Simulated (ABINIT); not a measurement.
## Run report: PbO2, optical-spectrum calculation (part 1 of 2)

PbO2 (Fm-3m, 3 atoms in the cell), computed with Kohn-Sham DFT of a periodic cell, LDA, PseudoDojo NC SR LDA v0.4.1 standard, no spin polarisation (ABINIT 10.8.3).

The structure derives from a Materials Project entry.

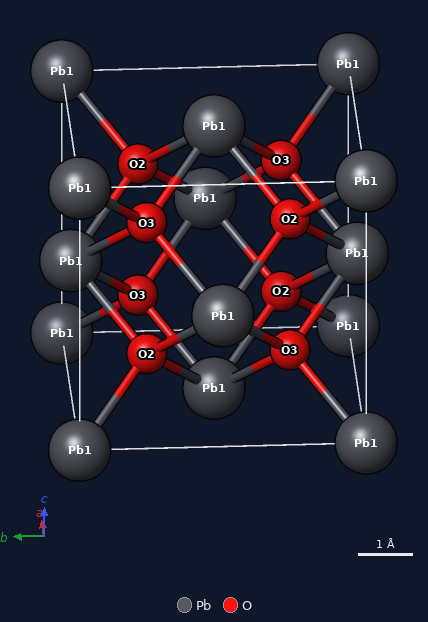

Fig. 1: The structure (ball-and-stick view of the cell 4 times as large as that of the calculation, set on its symmetry axes, seen at an oblique angle; atoms are numbered from 1 in the order of the input). An atom can appear more than once, as a periodic image.

**Key numbers**

| quantity | value |
| --- | --- |
| outcome | converged |
| space group (tolerance 0.01 Å) | Fm-3m (225) |
| electrons treated | 26 |
| free energy | −2808.1206 eV |
| Fermi energy | 3.843 eV |
| pressure | −11.10 GPa |
| largest force (length of the vector) | under 0.001 eV/Å |
| hardware | 1 thread of Arm Neoverse V1, 112 GiB of memory available, shared host |
| wall time | 2.8 min |
| peak memory | 1.2 GiB |

**Notes**

Points of doubt noted for this run: cutoff too low for stress; no intraband term. Spin–orbit coupling is left out, which matters for Pb. The cell is under a tension of 11.1 GPa at this level, so it is not at its equilibrium volume.

**Input file**
```
# Datasets
ndtset 3

# Pseudopotentials
pp_dirpath "./"
pseudos "Pb.upf, O.upf"

# Structure
acell 3*1.0
rprim
     0.0000000000     5.1060248709     5.1060248709
     5.1060248709     0.0000000000     5.1060248709
     5.1060248709     5.1060248709     0.0000000000
ntypat 2
znucl 82 8
natom 3
typat 1 2 2
xred
            0.0            0.0            0.0
            3/4            3/4            3/4
            1/4            1/4            1/4

# Plane-wave basis
ecut 35.0

# k points
ngkpt 6 6 6
nshiftk 4
shiftk
     0.5000000000     0.5000000000     0.5000000000
     0.5000000000     0.0000000000     0.0000000000
     0.0000000000     0.5000000000     0.0000000000
     0.0000000000     0.0000000000     0.5000000000
istwfk *1

# Exchange and correlation
ixc 7

# Bands and occupations
occopt 3
tsmear 0.00183747

# SCF cycle
nstep 80

# Output
iomode 3
prteig 0
prtebands 0

# Dataset 1: ground state
nband1 17
tolvrs1 1.0e-12
prtden1 1
prtwf1 0
kptopt1 1

# Dataset 2: empty bands at fixed density
iscf2 -3
getden2 1
nband2 29
nbdbuf2 4
tolwfr2 1.0e-12
nstep2 120
prtden2 0
kptopt2 1

# Dataset 3: wave functions and velocity matrix elements in the full zone
optdriver3 8
wfk_task3 "wfk_optics_fullbz"
getwfk3 2
nband3 25
kptopt3 1
prtevk3 1
inclvkb3 2
```

**File optic.abi**
```
&FILES
 ddkfile_1 = 'runo_DS3_1_EVK.nc',
 ddkfile_2 = 'runo_DS3_2_EVK.nc',
 ddkfile_3 = 'runo_DS3_3_EVK.nc',
 wfkfile = 'runo_DS3_WFK.nc'
/
&PARAMETERS
 broadening = 0.003675,
 domega = 0.002,
 maxomega = 0.8,
 scissor = 0.000000,
 tolerance = 0.002
/
&COMPUTATIONS
 num_lin_comp = 1,
 lin_comp = 11,
 num_nonlin_comp = 0
/
```

Launched with:
```bash
abinit run.abi > log 2>&1
optic optic.abi > optic.log 2>&1
```

**Output**
```
.Version 10.8.3 of ABINIT
 DATASET    1 : space group Fm -3 m (#225); Bravais cF (face-center cubic)
================================================================================
 Values of the parameters that define the memory need for DATASET  1.
     intxc =       0    ionmov =       0      iscf =       7    lmnmax =       6
     lnmax =       6     mgfft =      40  mpssoang =       3    mqgrid =    3001
     natom =       3  nloc_mem =       1    nspden =       1   nspinor =       1
    nsppol =       1      nsym =      48    n1xccc =    2501    ntypat =       2
    occopt =       3   xclevel =       1
       mpw =        2682          nfft =       64000          nkpt =          28
================================================================================
================================================================================

 DATASET    2 : space group Fm -3 m (#225); Bravais cF (face-center cubic)
================================================================================
 Values of the parameters that define the memory need for DATASET  2.
     intxc =       0    ionmov =       0      iscf =      -3    lmnmax =       6
     lnmax =       6     mgfft =      40  mpssoang =       3    mqgrid =    3001
     natom =       3  nloc_mem =       1    nspden =       1   nspinor =       1
    nsppol =       1      nsym =      48    n1xccc =    2501    ntypat =       2
    occopt =       3   xclevel =       1
       mpw =        2682          nfft =       64000          nkpt =          28
================================================================================
================================================================================

 DATASET    3 : space group Fm -3 m (#225); Bravais cF (face-center cubic)
================================================================================
 Values of the parameters that define the memory need for DATASET  3.
     intxc =       0    ionmov =       0      iscf =       7    lmnmax =       6
     lnmax =       6     mgfft =      40  mpssoang =       3    mqgrid =    3001
     natom =       3  nloc_mem =       1    nspden =       1   nspinor =       1
    nsppol =       1      nsym =      48    n1xccc =    2501    ntypat =       2
    occopt =       3   xclevel =       1
       mpw =        2682          nfft =       64000          nkpt =          28
================================================================================
================================================================================

--------------------------------------------------------------------------------
------------- Echo of variables that govern the present computation ------------
--------------------------------------------------------------------------------
 -outvars: echo values of preprocessed input variables --------
            acell      1.0000000000E+00  1.0000000000E+00  1.0000000000E+00 Bohr
              amu      2.07200000E+02  1.59994000E+01
             ecut      3.50000000E+01 Hartree
           getden1          0
           getden2          1
           getden3          0
           getwfk1          0
           getwfk2          0
           getwfk3          2
             iscf1          7
             iscf2         -3
             iscf3          7
              ixc           7
           jdtset        1    2    3
         kptrlatt        6   -6    6     -6    6    6     -6   -6    6
          kptrlen      6.12722985E+01
            natom           3
            nband1         17
            nband2         29
            nband3         25
           nbdbuf1          0
           nbdbuf2          4
           nbdbuf3          0
           ndtset           3
            ngfft          40      40      40
             nkpt          28
            nstep1         80
            nstep2        120
            nstep3         80
             nsym          48
           ntypat           2
           occopt           3
        optdriver1          0
        optdriver2          0
        optdriver3          8
           prtden1          1
           prtden2          0
           prtden3          1
        prtebands           0
           prteig           0
           prtevk1          0
           prtevk2          0
           prtevk3          1
            prtwf1          0
            prtwf2          1
            prtwf3          1
            rprim      0.0000000000E+00  5.1060248709E+00  5.1060248709E+00
                       5.1060248709E+00  0.0000000000E+00  5.1060248709E+00
                       5.1060248709E+00  5.1060248709E+00  0.0000000000E+00
           shiftk      5.00000000E-01  5.00000000E-01  5.00000000E-01
          spgroup         225
           tolvrs1     1.00000000E-12
           tolvrs2     0.00000000E+00
           tolvrs3     0.00000000E+00
           tolwfr1     0.00000000E+00
           tolwfr2     1.00000000E-12
           tolwfr3     0.00000000E+00
           tsmear      1.83747000E-03 Hartree
            typat      1  2  2
         wfk_task1          0
         wfk_task2          0
         wfk_task3          7
           xangst      0.0000000000E+00  0.0000000000E+00  0.0000000000E+00
                       4.0529879972E+00  4.0529879972E+00  4.0529879972E+00
                       1.3509959991E+00  1.3509959991E+00  1.3509959991E+00
            xcart      0.0000000000E+00  0.0000000000E+00  0.0000000000E+00
                       7.6590373063E+00  7.6590373063E+00  7.6590373063E+00
                       2.5530124354E+00  2.5530124354E+00  2.5530124355E+00
             xred      0.0000000000E+00  0.0000000000E+00  0.0000000000E+00
                       7.5000000000E-01  7.5000000000E-01  7.5000000000E-01
                       2.5000000000E-01  2.5000000000E-01  2.5000000000E-01
            znucl       82.00000    8.00000

================================================================================

 chkinp: Checking input parameters for consistency, jdtset=   1.

 chkinp: Checking input parameters for consistency, jdtset=   2.

 chkinp: Checking input parameters for consistency, jdtset=   3.

================================================================================
== DATASET  1 ==================================================================

--- !DatasetInfo
iteration_state: {dtset: 1, }
dimensions: {natom: 3, nkpt: 28, mband: 17, nsppol: 1, nspinor: 1, nspden: 1, mpw: 2682, }
cutoff_energies: {ecut:  35.0, pawecutdg:  -1.0, }
electrons: {nelect:   2.60000000E+01, charge:   0.00000000E+00, occopt:   3.00000000E+00, tsmear:   1.83747000E-03, }
meta: {optdriver: 0, ionmov: 0, optcell: 0, iscf: 7, paral_kgb: 0, }
...

 Exchange-correlation functional for the present dataset will be:
  LDA: Perdew-Wang 92 LSD fit to Ceperley-Alder data - ixc=7
  J.P.Perdew and Y.Wang, PRB 45, 13244 (1992)

 Real(R)+Recip(G) space primitive vectors, cartesian coordinates (Bohr,Bohr^-1):
 R(1)=  0.0000000  5.1060249  5.1060249  G(1)= -0.0979235  0.0979235  0.0979235
 R(2)=  5.1060249  0.0000000  5.1060249  G(2)=  0.0979235 -0.0979235  0.0979235
 R(3)=  5.1060249  5.1060249  0.0000000  G(3)=  0.0979235  0.0979235 -0.0979235
 Unit cell volume ucvol=  2.6624335E+02 bohr^3
 Angles (23,13,12)=  6.00000000E+01  6.00000000E+01  6.00000000E+01 degrees

 getcut: wavevector=  0.0000  0.0000  0.0000  ngfft=  40  40  40
         ecut(hartree)=     35.000   => boxcut(ratio)=   2.08000

--- Pseudopotential description ------------------------------------------------
- pspini: atom type   1  psp file is ./Pb.upf
  82.00000  14.00000  180309                  znucl, zion, pspdat
12 -1012 2 -1 1638                            pspcod,pspxc,lmax,lloc,mmax
     nproj     2     2     2

- pspini: atom type   2  psp file is ./O.upf
   8.00000   6.00000  201201                  znucl, zion, pspdat
12 -1012 2 -1 926                             pspcod,pspxc,lmax,lloc,mmax
     nproj     2     2     1

   1.47400595E+03                                ecore*ucvol(ha*bohr**3)
--------------------------------------------------------------------------------

================================================================================

--- !BeginCycle
iteration_state: {dtset: 1, }
solver: {iscf: 7, nstep: 80, nline: 4, wfoptalg: 0, }
tolerances: {tolvrs: 1.00E-12, }
...

     iter   Etot(hartree)      deltaE(h)  residm     vres2
 ETOT  1  -102.91878871488    -1.029E+02 1.552E-01 7.031E+02
 ETOT  2  -102.99887396022    -8.009E-02 2.572E-02 6.908E+02
 ETOT  3  -103.19363371282    -1.948E-01 7.342E-03 1.104E+01
 ETOT  4  -103.19649184544    -2.858E-03 4.686E-03 1.505E-01
 ETOT  5  -103.19652496290    -3.312E-05 2.093E-03 7.306E-03
 ETOT  6  -103.19652727369    -2.311E-06 3.444E-03 1.721E-05
 ETOT  7  -103.19652727723    -3.540E-09 4.455E-04 1.326E-06
 ETOT  8  -103.19652727743    -1.930E-10 7.335E-04 2.396E-08
 ETOT  9  -103.19652727743    -3.268E-12 6.232E-05 1.718E-10
 ETOT 10  -103.19652727743    -1.137E-12 1.333E-04 7.919E-13

 At SCF step   10       vres2   =  7.92E-13 < tolvrs=  1.00E-12 =>converged.

 Cartesian components of stress tensor (hartree/bohr^3)
  sigma(1 1)=  3.77351787E-04  sigma(3 2)=  0.00000000E+00
  sigma(2 2)=  3.77351787E-04  sigma(3 1)=  0.00000000E+00
  sigma(3 3)=  3.77351787E-04  sigma(2 1)=  0.00000000E+00
```
